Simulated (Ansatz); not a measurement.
# How much does Cr in Cu(111), 2x2 scatter?

How strong a scatterer is Cr in Cu(111), 2x2, and does relaxation matter?

Method: Ansatz plane-wave DFT, PBE, PAW files, collinear spin; ballistic transport by layer matching (Landauer), zero bias; PAW set soft_1, in Ansatz 0.2.0.

**1. Set-up**

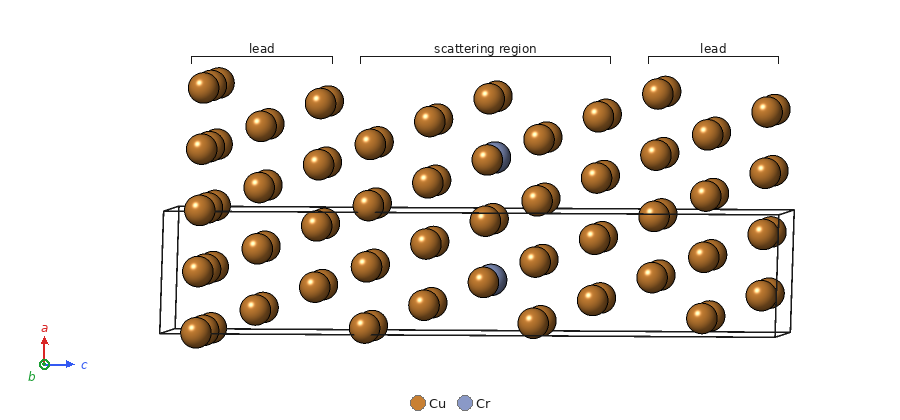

Start, viewed from the side, with the c axis across the page; copper orange, chromium light blue. 2×1×1 cells are drawn. Some periodic images of atoms are drawn too.

The cell holds 44 atoms: 43 Cu and 1 Cr. Cell: a = 5.112 Å, b = 5.112 Å, c = 23.005 Å, α = 86.8°, β = 93.2°, γ = 120.0°. It derives from Cu. Regions: lead, 24 atoms (24 Cu); scattering region, 20 atoms (19 Cu and 1 Cr). The structure is stacked along c, and the current runs across the ab planes.

**2. Transmission at ideal sites**

The defect sits in one plane of the supercell, all atoms on ideal sites; the layers about the cell's end are the lead. The mesh across the current, 12×12, is finer than the density's, because channels open and close sharply across the zone. Energies from -0.1 to 0.1 eV in steps of 0.05 eV are too few for the program's thermal sum, so it prints no conductance; for a metal the transmission near the Fermi level serves, at a fraction of the cost.

Contents of input.yaml:

```yaml
crystal:
  lattice:
    - [5.1123254594, 0.0, 0.0]
    - [-2.5561627297, 4.4274037203, 0.0]
    - [-1.2780813649, 0.73790062, 22.9580794202]
  atoms:
    - { symbol: Cu, position: [0.0075757576, 0.9924242424, 0.0454545455] }
    - { symbol: Cu, position: [0.0075757576, 0.4924242424, 0.0454545455] }
    - { symbol: Cu, position: [0.5075757576, 0.9924242424, 0.0454545455] }
    - { symbol: Cu, position: [0.5075757576, 0.4924242424, 0.0454545455] }
    - { symbol: Cu, position: [0.1893939394, 0.3106060606, 0.1363636364] }
    - { symbol: Cu, position: [0.1893939394, 0.8106060606, 0.1363636364] }
    - { symbol: Cu, position: [0.6893939394, 0.3106060606, 0.1363636364] }
    - { symbol: Cu, position: [0.6893939394, 0.8106060606, 0.1363636364] }
    - { symbol: Cu, position: [0.3712121212, 0.1287878788, 0.2272727273] }
    - { symbol: Cu, position: [0.3712121212, 0.6287878788, 0.2272727273] }
    - { symbol: Cu, position: [0.8712121212, 0.1287878788, 0.2272727273] }
    - { symbol: Cu, position: [0.8712121212, 0.6287878788, 0.2272727273] }
    - { symbol: Cu, position: [0.053030303, 0.946969697, 0.3181818182] }
    - { symbol: Cu, position: [0.053030303, 0.446969697, 0.3181818182] }
    - { symbol: Cu, position: [0.553030303, 0.946969697, 0.3181818182] }
    - { symbol: Cu, position: [0.553030303, 0.446969697, 0.3181818182] }
    - { symbol: Cu, position: [0.2348484848, 0.2651515152, 0.4090909091] }
    - { symbol: Cu, position: [0.2348484848, 0.7651515152, 0.4090909091] }
    - { symbol: Cu, position: [0.7348484848, 0.2651515152, 0.4090909091] }
    - { symbol: Cu, position: [0.7348484848, 0.7651515152, 0.4090909091] }
    - { symbol: Cr, position: [0.4166666667, 0.0833333333, 0.5], spin: 2.5 }
    - { symbol: Cu, position: [0.4166666667, 0.5833333333, 0.5] }
    - { symbol: Cu, position: [0.9166666667, 0.0833333333, 0.5] }
    - { symbol: Cu, position: [0.9166666667, 0.5833333333, 0.5] }
    - { symbol: Cu, position: [0.0984848485, 0.9015151515, 0.5909090909] }
    - { symbol: Cu, position: [0.0984848485, 0.4015151515, 0.5909090909] }
    - { symbol: Cu, position: [0.5984848485, 0.9015151515, 0.5909090909] }
    - { symbol: Cu, position: [0.5984848485, 0.4015151515, 0.5909090909] }
    - { symbol: Cu, position: [0.2803030303, 0.2196969697, 0.6818181818] }
    - { symbol: Cu, position: [0.2803030303, 0.7196969697, 0.6818181818] }
    - { symbol: Cu, position: [0.7803030303, 0.2196969697, 0.6818181818] }
    - { symbol: Cu, position: [0.7803030303, 0.7196969697, 0.6818181818] }
    - { symbol: Cu, position: [0.4621212121, 0.0378787879, 0.7727272727] }
    - { symbol: Cu, position: [0.4621212121, 0.5378787879, 0.7727272727] }
    - { symbol: Cu, position: [0.9621212121, 0.0378787879, 0.7727272727] }
    - { symbol: Cu, position: [0.9621212121, 0.5378787879, 0.7727272727] }
    - { symbol: Cu, position: [0.1439393939, 0.8560606061, 0.8636363636] }
    - { symbol: Cu, position: [0.1439393939, 0.3560606061, 0.8636363636] }
    - { symbol: Cu, position: [0.6439393939, 0.8560606061, 0.8636363636] }
    - { symbol: Cu, position: [0.6439393939, 0.3560606061, 0.8636363636] }
    - { symbol: Cu, position: [0.3257575758, 0.1742424242, 0.9545454545] }
    - { symbol: Cu, position: [0.3257575758, 0.6742424242, 0.9545454545] }
    - { symbol: Cu, position: [0.8257575758, 0.1742424242, 0.9545454545] }
    - { symbol: Cu, position: [0.8257575758, 0.6742424242, 0.9545454545] }
magnetization:
  spin_polarized: true
kpoints:
  mp_grid: { grid: [5, 5, 1] }
hamiltonian:
  xc: pbe
  pseudopotentials: { kind: paw, azcp: { folder: soft_1 } }
scf:
  occupations: { method: fermi_dirac, width: 0.1 }
output:
  transmission: { leads: [[0, 4]], kmesh: [12, 12], e_range: [-0.1, 0.1], de: 0.05 }
  write_potential: true
  write_density: true
  volumetric_format: npy
  elf: true
```

Started as:

```bash
> ansatz run input.yaml --threads 4 --pin off --max-ram 15360MiB --backend cpu --events-out ev --progress --plain --runs-dir out
```

Numbers of over 12 decimals in the logs are rounded to 6 here.

What it wrote:

```text
Engine: ansatz 0.2.0, aarch64-unknown-linux-gnu
Pseudopotentials: kind: paw
Pseudopotential: Cu, paw, valence charge 19, recommended cutoff 420 eV (normal), soft_1/Cu.paw.azcp
Pseudopotential: Cr, paw, valence charge 14, recommended cutoff 420 eV (normal), soft_1/Cr.paw.azcp
Functional definition: PBE
  parameter kappa = 0.804
  parameter beta = 0.066725
  exchange = pbe_x(kappa = kappa, mu = beta*pi^2/3)
  correlation = pbe_c(beta = beta)
Crystal: 44 atoms, lattice volume = 519.641 Å³
Basis set: ecut = 420 eV, 10219 PW (Γ)
Bands: 501, of which v1, the nominal top of the filled ones, is band 416 counted from 1 (415 counted from 0)
Symmetry: 4 space group operations
Space group: C2/m (ITA 12), of the structure as read, at distance tolerance 8.0e-5 Å
Magnetic group: BNS 12.58 (UNI 65), of the structure as read, at distance tolerance 8.0e-5 Å
k-points: 9 of 25
Non-local potential: Cu, projectors of the file, l = 0: 3, l = 1: 2, l = 2: 3, l = 3: 1
Non-local potential: Cr, projectors of the file, l = 0: 3, l = 1: 2, l = 2: 3, l = 3: 1
PAW form: soft (Blöchl's): semilocal exchange-correlation on the pseudo side does not see the compensation charge
PAW one-centre angular grid: Cu, 590 points (default); XC on 64 Gauss nodes
PAW one-centre angular grid: Cr, 590 points (default); XC on 64 Gauss nodes
Initial density: superposition of atomic densities (chi_scale 0.1, normalization cell)
Starting moments: Σ|m| = 2.5 μB on 1 of 44 sites
Initial wavefunctions: pseudopotential atomic-orbital guess
Functional: x = pbe(κ = 0.804, μ = 0.219515), c = pbe(β = 0.066725)
SCF iter   1: F=—  HF=-288301.159293 eV  |F-HF|=—  |Δ(HF+E_count)|=         —  Δρ=1.38e-1 (↑1.34e-1 ↓1.38e-1)  dr2=2.37e2  dr2_m=1.42e-1  M=2.879 μB ∫|m|=3.172 μB  β_m=0.30  ethr=3.10e-3  ⟨swp⟩=4.9  Hψ=27594  notcnv=0  defer=25
Mixer restart at iter 1: flushing history
preconditioner: auto → Kerker (q_TF=auto, 2.950 Å⁻¹)  [metal: Δε(μ)=0.003 eV  Ē_g=9.005 eV  σ=0.100 eV  W_gap=0.01  n_scr=240 (ndim 8)  ℏωp=35.7 eV  f_vac=0.000  D(μ)=25.70/eV (n_scr^D=250)]
spin=Collinear: Kerker preconditioning applied to the charge; magnetization (m = ρ↑ − ρ↓) channel mixes plain (no charge-response kernel on spin).
SCF iter   2: F=—  HF=-288268.336870 eV  |F-HF|=—  |Δ(HF+E_count)|=    3.28e1  Δρ=3.31e-2 (↑2.91e-2 ↓3.31e-2)  dr2=1.73e1  dr2_m=3.93e-1  M=3.413 μB ∫|m|=3.794 μB  β_m=0.34  ethr=3.10e-3  ⟨swp⟩=2.0  Hψ=18283  notcnv=0  defer=1053
SCF iter   3: F=—  HF=-288262.987084 eV  |F-HF|=—  |Δ(HF+E_count)|=    5.35e0  Δρ=2.91e-2 (↑2.68e-2 ↓2.91e-2)  dr2=1.40e1  dr2_m=2.70e-1  M=3.553 μB ∫|m|=3.986 μB  β_m=0.46  ethr=2.08e-3  ⟨swp⟩=2.0  Hψ=10700  notcnv=0  defer=1096
[...]
transmission: 303 of 3010 steps passed
transmission: 602 of 3010 steps passed
[...]
transmission: 3010 of 3010 steps passed
SCF converged after 27 iterations
Magnetization: 3.7336 μB (417.3668 up, 413.6332 down)
Absolute magnetization: 4.3393 μB (∫|ρ↑−ρ↓|, with the PAW one-centre terms)
Spin contamination: 1.0035 ħ² per cell (⟨S²⟩ above its minimum at these occupations)
Per-site moments (μB) at R_I (Å): [(0.000941477, 1.054417), (-0.00300823, 1.054417), (-0.00100546, 1.054417), (0.000941477, 1.054417), (-0.000244015, 1.054417), (0.00143387, 1.054417), (0.00143387, 1.054417), (-0.00333891, 1.054417), (-0.0072186, 1.054417), (0.00298236, 1.054417), (0.00298236, 1.054417), (0.0022862, 1.054417), (0.00174209, 1.054417), (-0.011792, 1.054417), (0.00174586, 1.054417), (0.00174209, 1.05441 [...]
Free energy (F): -288259.653621 eV
Harris-Foulkes:  -288259.653621 eV  (|F-HF|=1.11e-8)
Internal energy: -288259.103733 eV  (E = F + TS)
E sigma→0 (E₀):  -288259.378677 eV
Entropy (-TS):   -0.549888 eV (-12.497 meV/atom)
Fermi energy:    16.394971 eV
--- Per-component energies (eV) ---
  E_band       = -15931.321306
  E_kinetic    = 11560.636399
  E_local      = -195340.193566  (includes V_loc(G=0)·N_el)
  E_nonlocal   = 38293.498392
  E_hartree    = 82831.827269
  E_xc         = -3085.203587
  E_vxc        = -3981.751874  (∫ρ·V_xc dr)
  E_paw        = -79251.981103  (= ΣΔE_a)
  E_vpaw       = -32127.216849  (= ΣTr[D̂ρ^β])
  E_aug_tail   = 0.045062  (compensation charges beyond the density's cutoff)
  E_ewald      = -143267.732600
  E_smearing   = -0.549888  (= −TS)
  E_closure    = 0.000000  (closes the sum)
  Σ components = -288259.653621   (vs F -288259.653621, Δ=0.00e0)
--- Band table (eV; the first three rows and the last of 18) ---
  k-point 0 ↑: bands = [... 412 lower, 16.2130, 16.3081, 16.3181, 16.6454, 16.7477, 16.9907, 17.0011, 17.0860, ... 81 higher]
  k-point 1 ↑: bands = [... 412 lower, 16.0594, 16.1264, 16.1870, 16.2089, 16.2653, 16.3575, 16.4679, 16.5070, ... 81 higher]
  k-point 2 ↑: bands = [... 412 lower, 16.1431, 16.1624, 16.1703, 16.2061, 16.2726, 16.3775, 16.4458, 16.6992, ... 81 higher]
  k-point 8 ↓: bands = [... 412 lower, 16.2409, 16.2468, 16.4051, 16.4427, 16.6049, 16.6357, 16.9905, 17.2449, ... 81 higher]
--- Transmission ---
  basis      : 199 plane waves across, 35 finite elements along
  points     : 43, standing for a mesh of 12 x 12
  energies   : 5 from -0.100000 to 0.100000 eV about the Fermi level, 0.050000 eV apart; the leads are filled to 0.000000 eV, and channels, transmission and decay are at 0.000000 eV
  crystal 0  : Cu4, at the sites [0, 4], period 2.0871 Å, over 20.87 Å; its Hamiltonian steps by up to 1.5 meV
    offset         : up to 0.0000 Å between an atom of the period and one for which it stands
    channels       : 3.145833e0 up, 3.145833e0 down
    conductance    : none, the energies end too early or step too widely for 300 K: set another output.transmission.e_range or a lower de, or, where they end at an eighth of basis.ecutwfc, a higher one
  junction   : crystal 0 to crystal 0, 0.70 to 21.57 Å
    transmission   : 2.522719e0 up, 2.455328e0 down
    conductance    : none, the energies end too early or step too widely for 300 K: set another output.transmission.e_range or a lower de, or, where they end at an eighth of basis.ecutwfc, a higher one
```

It took 26 min on 4 threads of Arm Neoverse N1, shared host; peak memory 6.5 GiB; 1.6 h of CPU time.

This step gave:

| Property | Result |
| --- | --- |
| free energy | -288259.6536 eV |
| energy at zero smearing | -288259.3787 eV |
| Fermi energy | 16.39 eV |
| magnetization | 3.734 μB |
| absolute magnetization | 4.339 μB |
| cell area | 22.63 Å² |
| transmission, spin up | 2.523 |
| transmission, spin down | 2.455 |
| open channels, spin up | 3.146 |
| open channels, spin down | 3.146 |
| step of the lead's potential | 1.5 meV |

Per spin. Table of transmission, zone mean by energy, zero at the Fermi level:

```
energy (eV)  T up  T down
    -0.1000  2.43    2.51
    -0.0500  2.48    2.49
     0.0000  2.52    2.46
     0.0500  2.55    2.42
     0.1000  2.58    2.33
```

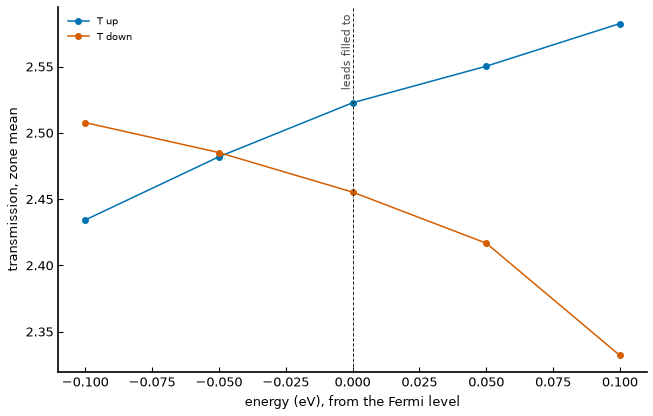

Transmission, zone mean, plotted against energy.

Per spin. The open channels, zone mean, lead up = lead down stays at 3.15 for energy from -0.1 to 0.1 eV.

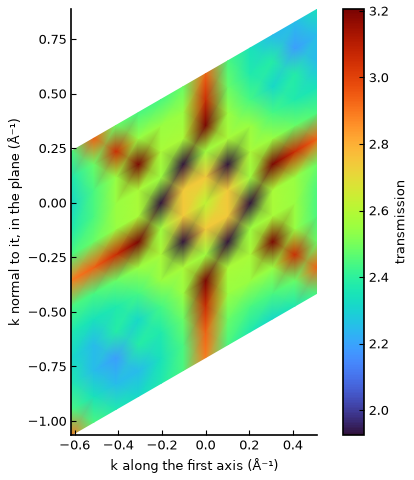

Transmission over k1 and k2. At 0.0000 eV from the Fermi level, spin up.

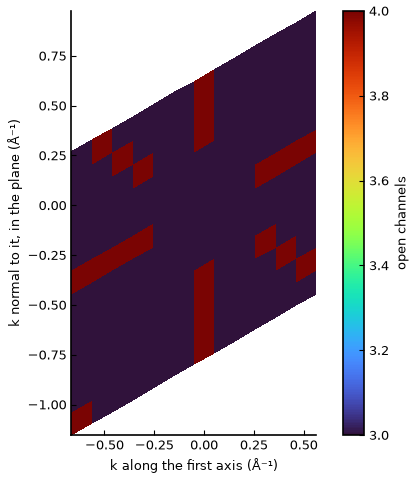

Open channels over k1 and k2. At 0.0000 eV from the Fermi level, spin up.

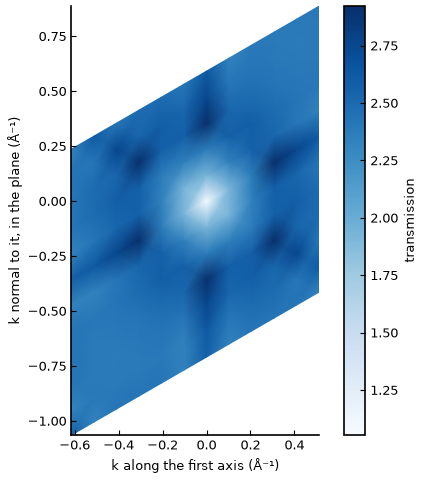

Transmission over k1 and k2. At 0.0000 eV from the Fermi level, spin down.

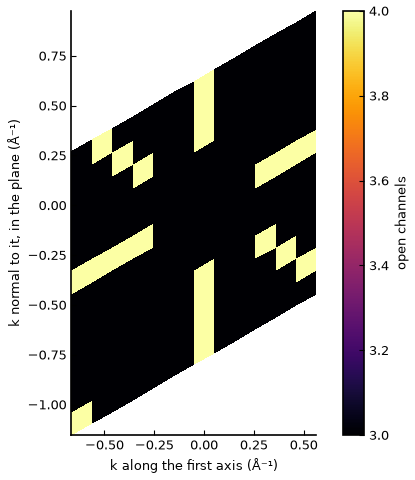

Open channels over k1 and k2. At 0.0000 eV from the Fermi level, spin down.

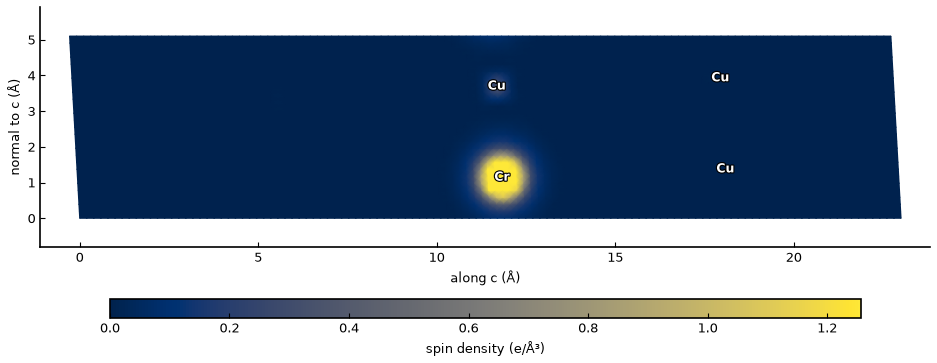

Spin density in the ca plane at fractional y = 0.083, with atoms of Cr and Cu within 0.2 Å of it. The map starts off the cell's origin, so that atoms lie inside it.

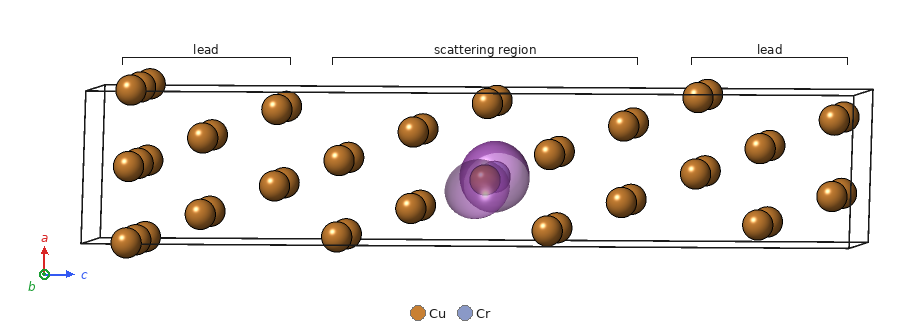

Surface of spin density = 0.12 e/Å³, which holds about 70 % of the integral of its size.

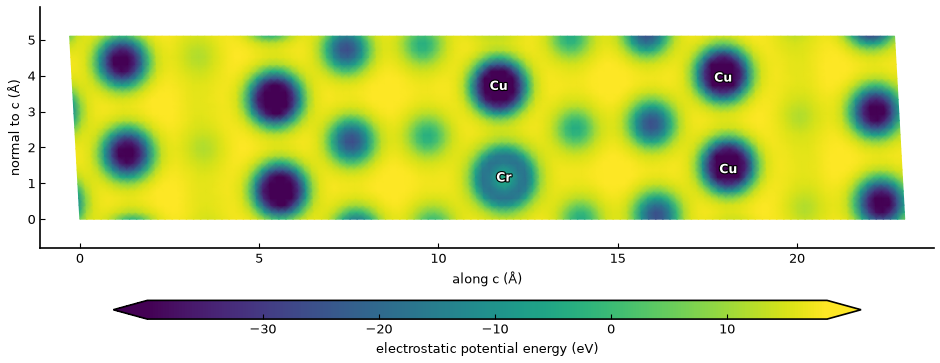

Electrostatic potential energy in the ca plane at fractional y = 0.083, with atoms of Cr and Cu within 0.2 Å of it. With pseudopotentials it is smooth inside the atoms' cores, unlike the true potential. The map starts off the cell's origin, so that atoms lie inside it.

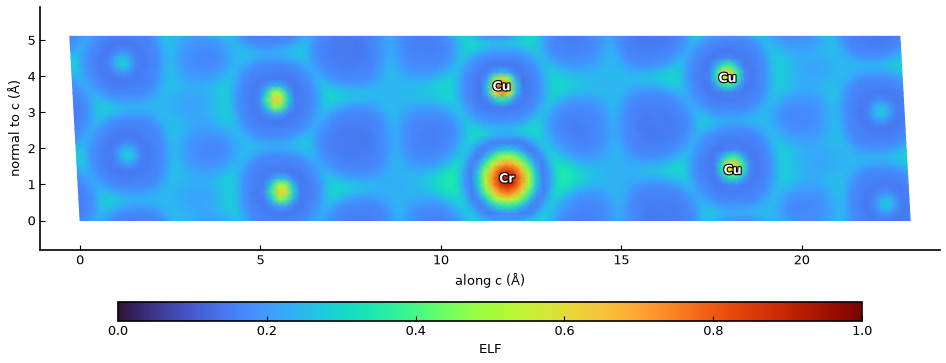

ELF in the ca plane at fractional y = 0.083, with atoms of Cr and Cu within 0.2 Å of it. It is the smooth field of the valence electrons, not physical close to the nuclei. The map starts off the cell's origin, so that atoms lie inside it.

Nearest the Fermi level spin up passes 2.52 of 3.15 channels of the lower lead and spin down 2.46 of 3.15.

**3. Resistance at ideal sites**

This step: Ansatz plane-wave DFT, PBE, PAW files, collinear spin; ballistic transport by layer matching (Landauer), zero bias; area resistance of the defect plane and resistivity an atomic per cent; PAW set soft_1 (Ansatz 0.2.0).

Numbers from this step:

| Item | Value |
| --- | --- |
| area resistance | 0.2460 fΩ m² |
| T over the leads' mean channel count | 0.7901 |
| spin asymmetry γ | 0.06311 (R down - R up) / (R down + R up) |
| resistivity per at.% scaled from this dense plane, with the factor 3/4 for isotropic scattering | 3.536 µΩ cm |

Averaged over the energies near the Fermi level, 79.0 % of the channels pass, which makes 0.246 fΩ m².

By hand, with means over the energies near the Fermi level: RA per spin = A (h/e²)(1/T − ½[1/N₁ + 1/N₂]); spin up: 22.63×10⁻²⁰ m² × 25 813 Ω × (1/2.518 − ½[1/3.146 + 1/3.146]) = 0.463 fΩ m²; spin down: 22.63×10⁻²⁰ m² × 25 813 Ω × (1/2.452 − ½[1/3.146 + 1/3.146]) = 0.525 fΩ m². The spins conduct in parallel, so 1/RA = 1/0.463 + 1/0.525 and RA = 0.246 fΩ m²; γ = (0.525 − 0.463)/(0.525 + 0.463) = 0.063.

**4. Outcome**

```yaml
share_of_channels_that_pass_rigid: 0.790
area_resistance_rigid: 0.246 fΩ m²
resistivity_per_at_from_the_area_resistance_times_3_over_4_rigid: 3.54 µΩ cm
```

In words: The plane of defects adds 0.25 fΩ m². Scaled to one atomic per cent that is 4.7 µΩ cm as it stands and 3.5 with the factor 3/4 for isotropic scattering on a spherical Fermi surface; with the reflection in place of the resistance taken as linear in the density it would be 2.8. These are rough estimates of the dilute value, not bounds. One Cr in each 2x2 cell reflects 21 % of the lead's channels. The defect scatters spin down more strongly (asymmetry 0.063). The defects form a dense periodic sheet that scatters coherently, unlike a dilute random alloy. T and N are means over the solved energies nearest the Fermi level. One magnetic start was tried, and the two spins conduct in parallel without mixing.

[Logs are printed without paths, hosts, clocks, repeated set-up lines and the standing remarks that a program may print on its own settings, such as how far it seeks lower states.]

[Hosts, paths, dates, database ids (printed as entryN), source tags and the programs' standing remarks are cut or masked in the printed files.]
